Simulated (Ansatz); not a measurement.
# Geometry relaxation of AlAs

The run: geometry relaxation of AlAs (F-43m, 2 atoms in the cell). Method and program: DFT PBEsol, scalar-relativistic, plane waves, PAW, no spin polarisation (Ansatz 0.2.0).

The structure derives from a Materials Project entry. Figures and captions count atoms from 1; the log counts them from 0 in places.

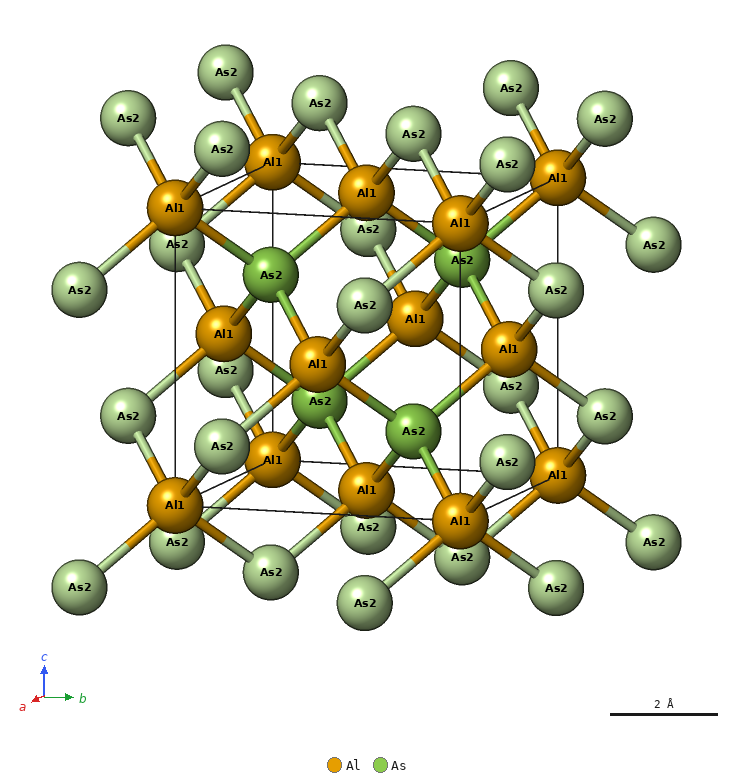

Figure 1. The starting structure (ball-and-stick view of the cell 4 times as large as that of the calculation, set on its symmetry axes, seen slightly off an axis; neighbours outside the cell are drawn fainter; atoms are numbered from 1 in the order of the input).

**Results in brief**

- outcome: converged
- space group (tolerance 0.01 Å): F-43m (216)
- electrons treated: 18
- free energy: −5338.4421 eV
- Fermi energy: 6.859 eV
- gap on the k-point mesh: 1.34 eV
- pressure: −0.04 GPa
- final volume: 45.71 Å³
- largest force (length of the vector) at the end: under 0.001 eV/Å
- final cell: a = 4.013 Å, b = 4.013 Å, c = 4.013 Å, α = 60.00°, β = 60.00°, γ = 60.00°
- hardware: 4 threads of INTEL XEON PLATINUM @ 2.30GHz (Emerald Rapids), 24 GiB of memory available, shared host
- wall time: 0.84 s (CPU time 2.5 s)
- peak memory: 0.41 GiB

**Input**
```yaml
crystal:
  lattice:
    - [0.0, 2.8379008005, 2.8379008005]
    - [2.8379008005, 0.0, 2.8379008005]
    - [2.8379008005, 2.8379008005, 0.0]
  atoms:
    - { symbol: Al, position: [0.0, 0.0, 0.0] }
    - { symbol: As, position: [0.75, 0.75, 0.75] }
basis:
  ecutwfc: 420
kpoints:
  mp_grid: { grid: [8, 8, 8] }
hamiltonian:
  xc: pbesol
scf:
  occupations: { method: gaussian, width: 0.02 }
output:
  forces: true
  stress: true
  eigenvalues: true
  write_density: true
  write_potential: true
  elf: true
  volumetric_format: npy
relax:
  adjacent_minimum: "off"
  f_tol: 0.005
  max_steps: 80
  cell: { stress_tol: 0.05 }
```

Launch command:
```bash
ansatz run input.yaml --threads 4 --pin off --max-ram 8192MiB --backend cpu --events-out ev --progress --plain --runs-dir out
```

**Output**
```
Engine: ansatz 0.2.0, x86_64-unknown-linux-gnu
Pseudopotentials: kind: paw
Pseudopotential: Al, paw, valence charge 3, recommended cutoff 420 eV (normal), Al.paw.azcp
Pseudopotential: As, paw, valence charge 15, recommended cutoff 420 eV (normal), As.paw.azcp
Functional definition: PBEsol
  exchange = pbesol_x
  correlation = pbesol_c
Crystal: 2 atoms, lattice volume = 45.711 Å³
Basis set: ecut = 420 eV, 893 PW (Γ), exchange–correlation on 54×54×54 points (8 copies of the dense FFT grid, shifted against one another)
Bands: 13, of which v1, the nominal top of the filled ones, is band 9 counted from 1 (8 counted from 0)
Symmetry: 24 space group operations
Space group: F-43m (ITA 216), of the structure as read, at distance tolerance 3.6e-5 Å
k-points: 29 of 512 (time reversal used)
Non-local potential: Al, projectors of the file, l = 0: 2, l = 1: 2, l = 2: 1
Non-local potential: As, projectors of the file, l = 0: 2, l = 1: 2, l = 2: 3, l = 3: 1
PAW form: soft (Blöchl's): semilocal exchange-correlation on the pseudo side does not see the compensation charge
PAW frozen core: Al, regenerated for the run's functional, and the local potential with it (the file was generated under x = pbe(κ = 0.804, μ = 0.2195149727645171), c = pbe(β = 0.06672455060314922))
PAW frozen core: As, regenerated for the run's functional, and the local potential with it (the file was generated under x = pbe(κ = 0.804, μ = 0.2195149727645171), c = pbe(β = 0.06672455060314922))
PAW one-centre angular grid: Al, 110 points (default); XC on 64 Gauss nodes
PAW one-centre angular grid: As, 590 points (default); XC on 64 Gauss nodes
Initial density: superposition of atomic densities (neutral atoms: chi_scale 0, normalization atom), corrected by the library's trained network
Initial wavefunctions: pseudopotential atomic-orbital guess
Functional: x = pbesol(κ = 0.804, μ = 0.12345679012345678), c = pbesol(β = 0.046)
SCF iter   1: F=—  HF=-5338.443858 eV  |F-HF|=—  |Δ(HF+E_count)|=         —  Δρ=2.76e-3  dr2=6.09e-3  ethr=1.77e-3  ⟨swp⟩=6.0  Hψ=2335  notcnv=0
preconditioner: auto → none  [insulator: Δε(μ)=1.305 eV  Ē_g=9.815 eV  σ=0.020 eV  W_gap=1.00  n_scr=14 (ndim 8)  ℏωp=15.5 eV  f_vac=0.006  D(μ)=0.00/eV (n_scr^D=0)  ε∞_Penn≈3.5]
SCF iter   2: F=—  HF=-5338.442117 eV  |F-HF|=—  |Δ(HF+E_count)|=   1.74e-3  Δρ=1.09e-3  dr2=5.58e-4  ethr=3.38e-5  ⟨swp⟩=2.5  Hψ=831  notcnv=0
SCF iter   3: F=—  HF=-5338.442119 eV  |F-HF|=—  |Δ(HF+E_count)|=   1.71e-6  Δρ=3.48e-4  dr2=5.26e-5  ethr=3.10e-6  ⟨swp⟩=2.0  Hψ=493  notcnv=0
SCF iter   4: F=—  HF=-5338.442100 eV  |F-HF|=—  |Δ(HF+E_count)|=   1.92e-5  Δρ=8.15e-5  dr2=1.68e-6  ethr=2.92e-7  ⟨swp⟩=2.6  Hψ=582  notcnv=0
SCF iter   5: F=—  HF=-5338.442101 eV  |F-HF|=—  |Δ(HF+E_count)|=   8.14e-7  Δρ=9.75e-6  dr2=2.48e-8  ethr=9.34e-9  ⟨swp⟩=2.0  Hψ=621  notcnv=0
SCF iter   6: F=-5338.442101 eV  HF=-5338.442101 eV  |F-HF|=5.34e-9  |Δ(HF+E_count)|=   7.78e-8  Δρ=3.29e-6  dr2=3.20e-9  ethr=1.38e-10  ⟨swp⟩=7.0  Hψ=2051  notcnv=0
SCF 1 converged in 6 iterations: F = -5338.442101 eV  dr2 = 3.20e-9
  greatest PAW one-centre occupation: 0.999 electrons in one spin orbital (limit 2), on the As atom at site 1 (counted from 0), in its partial waves of l = 2
relax step   1: F+E_penalty+E_count = -5338.44210067 eV  Δ(F+E_penalty+E_count) = +0.000e0 eV  max|allowed force component| = 8.963e-17 eV/Å  Δτ_max = 0.0000 Å  P = -0.043 GPa  Ω = 45.711 Å³  (6 SCF iters, dr2 threshold 1.00e-7 eV, accepted)
Initial density: handed on by an earlier stage of this run
Initial wavefunctions: pseudopotential atomic-orbital guess (no wavefunctions were taken with the density)
iter 1 solved again at ethr=1.37e-7 eV; its pass at ethr=3.10e-3 eV (dr2=2.47e-5 eV) is discarded
SCF iter   1: F=—  HF=-5338.442129 eV  |F-HF|=—  |Δ(HF+E_count)|=         —  Δρ=3.24e-6  dr2=2.80e-9  ethr=1.37e-7  ⟨swp⟩=2.7  Hψ=3254  notcnv=0
eigensolver tolerance schedule: the retry pair's looser diagonalisation over-reported the residual by 8831.19 of it (diagonalisation noise at 0.64 of the residual, at the tolerance the schedule requests for it); recorded, not acted on — ethr = c·dr2/N_el stays at c = 1.0e-1
preconditioner: auto → none  [insulator: Δε(μ)=1.344 eV  Ē_g=9.833 eV  σ=0.020 eV  W_gap=1.00  n_scr=14 (ndim 8)  ℏωp=15.5 eV  f_vac=0.001  D(μ)=0.00/eV (n_scr^D=0)  ε∞_Penn≈3.5]
SCF iter   2: F=—  HF=-5338.442101 eV  |F-HF|=—  |Δ(HF+E_count)|=   2.83e-5  Δρ=1.46e-6  dr2=5.31e-10  ethr=1.56e-11  ⟨swp⟩=2.6  Hψ=678  notcnv=0
SCF iter   3: F=—  HF=-5338.442101 eV  |F-HF|=—  |Δ(HF+E_count)|=  3.84e-10  Δρ=7.02e-7  dr2=1.26e-10  ethr=2.95e-12  ⟨swp⟩=1.7  Hψ=402  notcnv=0
SCF iter   4: F=-5338.442101 eV  HF=-5338.442101 eV  |F-HF|=1.82e-12  |Δ(HF+E_count)|=  1.62e-10  Δρ=3.51e-8  dr2=5.79e-13  ethr=1.00e-12  ⟨swp⟩=4.1  Hψ=1550  notcnv=0
SCF 2 converged in 4 iterations: F = -5338.442101 eV  dr2 = 5.79e-13
relax step   2: F+E_penalty+E_count = -5338.44210068 eV  Δ(F+E_penalty+E_count) = -3.895e-9 eV  max|allowed force component| = 9.772e-17 eV/Å  Δτ_max = 0.0000 Å  P = -0.043 GPa  Ω = 45.711 Å³  stress off target by 4.31e-2 GPa  SCF on the basis re-selected at this cell (its energy is not comparable with the rows above)  (4 SCF iters)
```

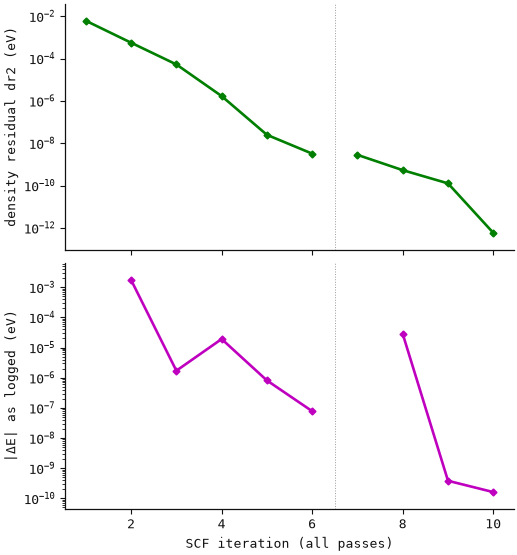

Figure 2. Convergence of the self-consistent field: density residual dr2 and size of the energy change against the SCF iteration. The dotted lines part the SCF passes of the relaxation: geometry steps, rejected trials and re-solves on a re-selected basis. The passes take 6 and 4 iterations.

```
basis re-selected at this cell: Δ(F+E_penalty+E_count) = -3.895e-9 eV, ΔP = +0.000 GPa vs the last step (what re-selecting the basis moved, of the pressure what is left beyond the Pulay correction that the steps carried, after the strain that the cell walked since its last selection, with what the two solves' SCF thresholds leave and, on support functions, any second-order correction that the steps lacked; it is no measure of the basis error at this ecutwfc). This SCF's stress stands 4.31e-2 GPa from its target on what of the cell is left free (relax.cell.stress_tol is 5.00e-2 GPa) and its largest allowed force component is 9.77e-17 eV/Å (relax.f_tol is 5.00e-3 eV/Å): within both
SCF converged after 4 iterations
Free energy (F): -5338.442101 eV
Harris-Foulkes:  -5338.442101 eV  (|F-HF|=1.82e-12)
Internal energy: -5338.442101 eV  (E = F + TS)
E sigma→0 (E₀):  -5338.442101 eV
Fermi energy:    6.858518 eV
--- Per-component energies (eV) ---
  E_band       = -269.914660
  E_kinetic    = 126.514702
  E_local      = -2122.127653  (includes V_loc(G=0)·N_el)
  E_nonlocal   = -657.654326
  E_hartree    = 1132.494825
  E_xc         = -117.920743
  E_vxc        = -108.257169  (∫ρ·V_xc dr)
  E_paw        = -2248.247632  (= ΣΔE_a)
  E_vpaw       = 226.620145  (= ΣTr[D̂ρ^β])
  E_aug_tail   = 0.000005  (compensation charges beyond the density's cutoff)
  E_ewald      = -1452.486845
  E_core_change = 0.985568  (= ΣΔE_core)
  E_smearing   = -0.000000  (= −TS)
  E_closure    = 0.000000  (closes the sum)
  Σ components = -5338.442101   (vs F -5338.442101, Δ=0.00e0)
--- Forces (eV/Å), atoms counted from 1 ---
  atom   1  Al    -0.00000000     0.00000000     0.00000000
  atom   2  As     0.00000000    -0.00000000    -0.00000000
  max |Σ_I F_I| component: 1.75e-16 eV/Å
--- Stress (GPa, compression-positive) ---
       -0.043070       0.000000      -0.000000
        0.000000      -0.043070       0.000000
       -0.000000       0.000000      -0.043070
  P = ⅓ Tr σ = -0.0431 GPa (-0.431 kbar)
--- Band table (eV; the first three rows and the last of 29) ---
  k-point 0: bands = ["-28.2179", "-28.2179", "-28.2179", "-28.2072", "-28.2072", "-5.6568", "6.1865", "6.1865", "6.1865", "8.0871", "10.4469", "10.4469", "10.4469"]
  k-point 1: bands = ["-28.2178", "-28.2177", "-28.2177", "-28.2072", "-28.2072", "-5.5054", "4.7438", "6.0269", "6.0269", "8.8676", "10.7265", "10.7265", "10.8178"]
  k-point 2: bands = ["-28.2177", "-28.2174", "-28.2174", "-28.2071", "-28.2071", "-5.0854", "2.7960", "5.7120", "5.7120", "8.7103", "11.0614", "11.0614", "12.5155"]
  k-point 28: bands = ["-28.2176", "-28.2171", "-28.2160", "-28.2074", "-28.2067", "-3.6829", "1.1289", "3.0104", "3.3644", "10.4194", "11.7685", "11.8089", "12.1613"]
--- Relaxed structure (1 steps of the walk, 1 accepted, 1 SCFs on fresh bases) ---
  F+E_penalty+E_count = -5338.44210068 eV   max|allowed force component| = 9.772e-17 eV/Å   (the final SCF, on the basis selected at the relaxed cell)
  cell:  # Å, volume = 45.7111 Å³
    - [0.0, 2.8379008005, 2.8379008005]
    - [2.8379008005, 0.0, 2.8379008005]
    - [2.8379008005, 2.8379008005, 0.0]
  atoms:
    - { symbol: Al, position: [0.0, 0.0, 0.0] }
    - { symbol: As, position: [0.75, 0.75, 0.75] }
```

**Trajectory as extended XYZ (Å, eV, eV/Å), 2 frames, from step=1 to step=2**
```
2
Lattice="0.0000 2.8379 2.8379 2.8379 0.0000 2.8379 2.8379 2.8379 0.0000" Properties=species:S:1:pos:R:3:forces:R:3 step=1 energy=-5338.44210 pressure_GPa=-0.04
Al    0.0000    0.0000    0.0000    0.0000   0.0000   0.0000
As    4.2569    4.2569    4.2569    0.0000   0.0000   0.0000
2
Lattice="0.0000 2.8379 2.8379 2.8379 0.0000 2.8379 2.8379 2.8379 0.0000" Properties=species:S:1:pos:R:3:forces:R:3 step=2 energy=-5338.44210 pressure_GPa=-0.04
Al    0.0000    0.0000    0.0000    0.0000   0.0000   0.0000
As    4.2569    4.2569    4.2569    0.0000   0.0000   0.0000
```

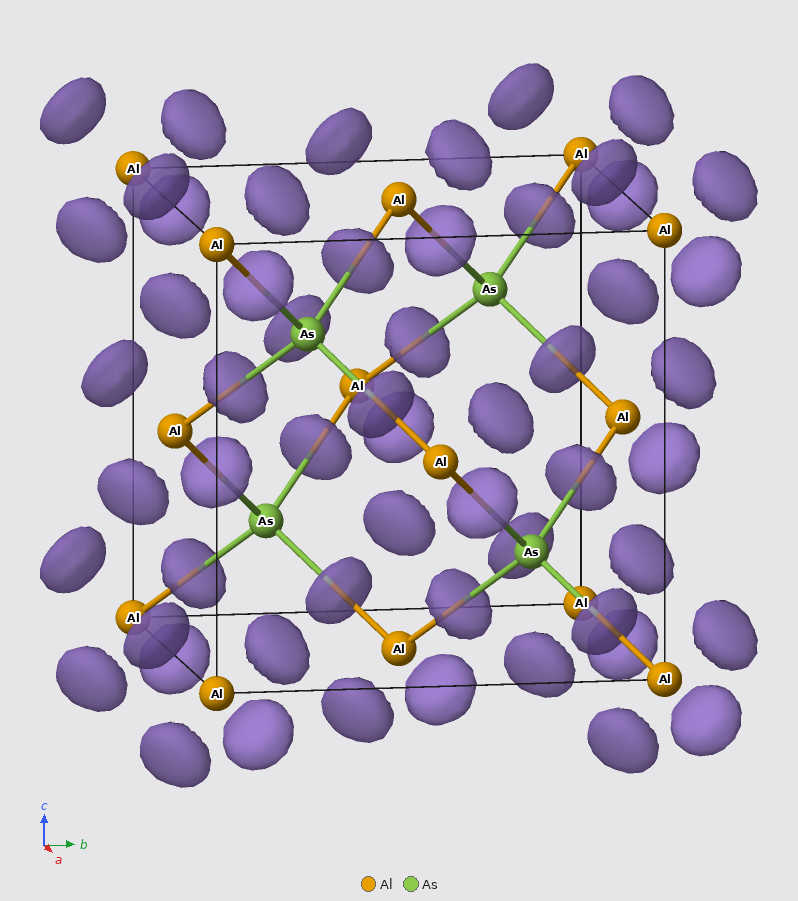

Figure 3. Isosurface of the electron localisation function at 0.85 (purple), seen slightly off an axis. Core shells and regions of very low density are left out. Sticks mark near contacts. The outline is the cell set on symmetry axes. The ELF exceeds this value in 16 regions between bonded Al–As atoms (shared pairs), counted in one cell of 8 atoms. Profiles from the grid: Al–As (2.46 Å): the ELF peaks at about 0.90 between the atoms, which marks localised, shared-pair bonding. Core electrons are frozen (PAW), so the fields are smoothed inside the atomic spheres.

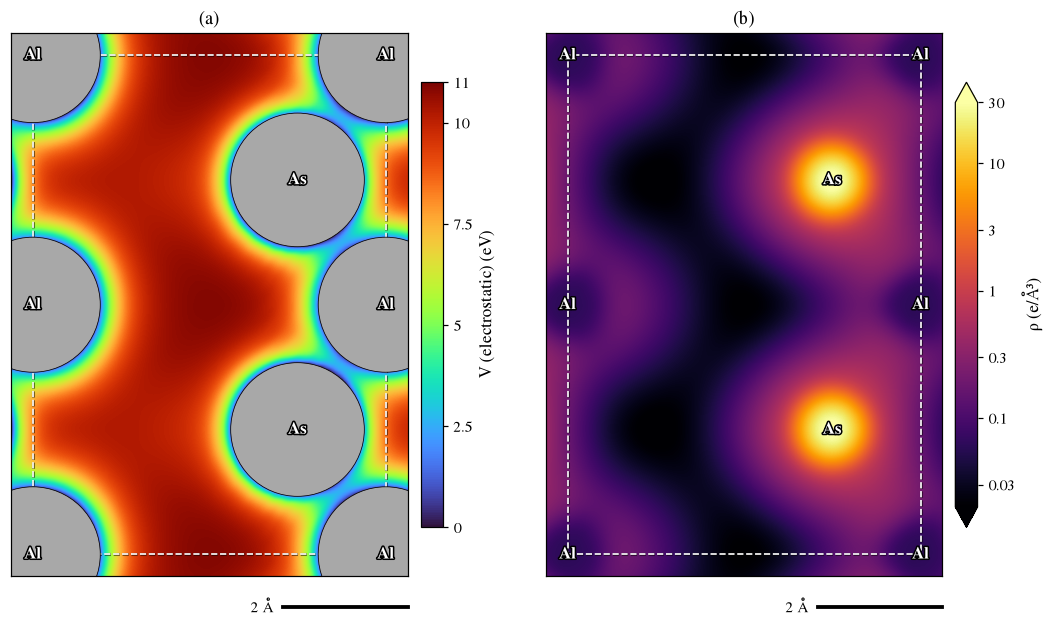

Figure 4. (a) electrostatic potential energy of an electron; (b) valence charge density (pseudo) on the (110) plane of the conventional cell. Grey discs, where drawn, cover atomic cores. The section cuts through Al and As sites. Al–As (2.46 Å): ρ is about 0.47 e/Å³ halfway. Away from the nuclei the density in this plane falls to 0.02 e/Å³ at its lowest. Outside the cores the potential energy rises away from the atoms and is highest about 2.4 Å from the nearest atoms; outside the discs it spans about 11 eV, and its zero is arbitrary.

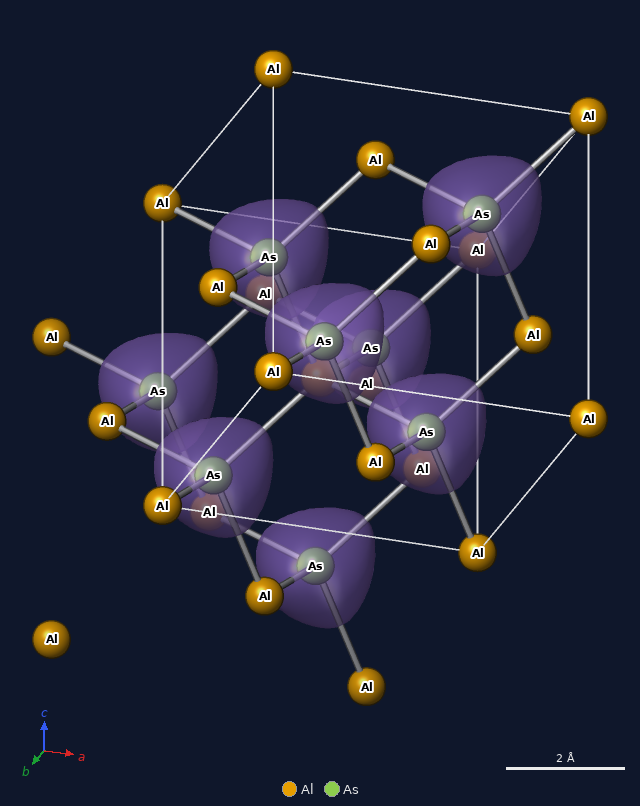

Figure 5. Isosurface of the valence pseudo-density at 0.5 e/Å³ (purple), seen at an oblique angle. Sticks mark near contacts. The outline is the cell set on symmetry axes. At this value the density breaks into separate islands; it holds about 70 % of the electrons treated as valence. It is pinched off along the Al–As (2.46 Å) contacts. On the grid the lowest density along these lines, outside the cores, is 0.36 e/Å³ (Al–As, 2.46 Å).
